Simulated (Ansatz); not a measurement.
A periodic structure is given below.

```
Fe Co
1.0
     4.04518    0.00000    0.00000
     0.00000    4.04518    0.00000
     0.00000    0.00000    2.84586
Fe Co
3 1
Direct
  0.50000 0.50000 0.00000
  0.50000 0.00000 0.50000
  0.00000 0.50000 0.50000
  0.00000 0.00000 0.00000
```

**What does this file describe?**

It has the composition Fe$_{3}$Co. It belongs to space group P4/mmm (No. 123) and has a primitive tetragonal lattice. Cell content: 3 Fe, 1 Co, that is 1 formula unit. The coordination shell of Co holds eight Fe in a cubic arrangement at 2.47 Å. Fe takes two kinds of site: 1c with eight Fe in a cubic arrangement at 2.47 Å; 2e with four Fe and four Co in a cubic arrangement (2.47 Å to Fe, 2.47 Å to Co). Not all metal-metal contacts are counted. The bonds build a three-dimensional framework.

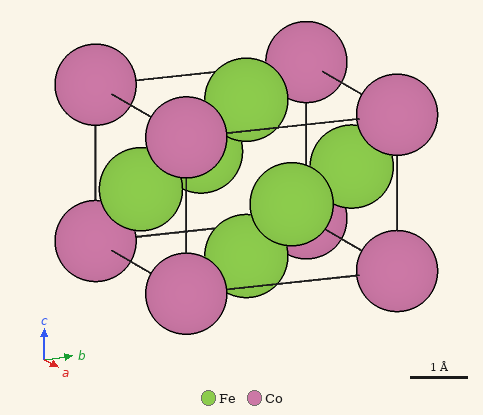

A spheres-only rendering, viewed slightly off an axis. The edges of the conventional unit cell are marked.

Its origin is a structure listed in the Materials Project. The cell was then strained or its atoms displaced on purpose. It was relaxed at fixed volume with DFT PBEsol, scalar-relativistic, plane waves, PAW in Ansatz 0.2.0.

At this level of theory the cell isn't at rest (stretched, at -11 GPa), so its distances can differ from those at equilibrium, the more so the softer the solid.
